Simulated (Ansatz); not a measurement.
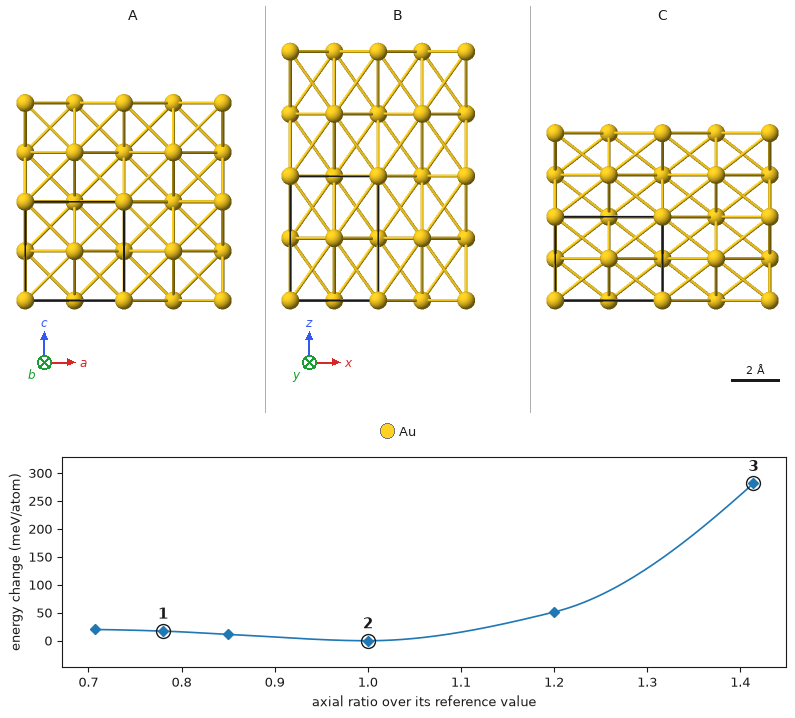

A scan of solid Au (Fm-3m): the ratio of the cell's length along z to its lengths across, counted as 1 for the reference, is changed at fixed volume (a tetragonal or Bain path), with the atoms kept at their fractional coordinates. x, y and z are the Cartesian axes of the input. The frames are shuffled; the numbered points of the plot belong to them. A ball-and-stick model of the conventional cell (4 times the calculation's cell), repeated 2 × 2 × 2 with one cell outlined, seen along the b axis. Lengths and directions refer to the drawn axes.

All numbers below come from DFT PBE, scalar-relativistic, plane waves, PAW (Ansatz). Settings: plane-wave cutoff 420 eV; k-point mesh 28 × 28 × 28; occupations gaussian; smearing width 0.15 eV; no spin polarisation. Energies (free energies at the smearing named) are counted from the relaxed crystal.

**Match the frames to the points.**

Point 1 is frame C (the relative ratio 0.78, 17.3 meV/atom); 2 is frame A (the relative ratio 1.00, 0.0 meV/atom); 3 is frame B (the relative ratio 1.414, 281.4 meV/atom). Of the computed points the lowest is at the relative ratio 1.00, 0.0 meV/atom. The end points stand at 20.1 meV/atom (0.707) and 281.4 meV/atom (1.414). The distortion takes the space group from Fm-3m to I4/mmm, except for Im-3m at 0.707. At the relative ratio 1.414 the cell of the drawing goes a 4.158 → 3.705 Å, b 4.158 → 3.705 Å, c 4.158 → 5.238 Å.
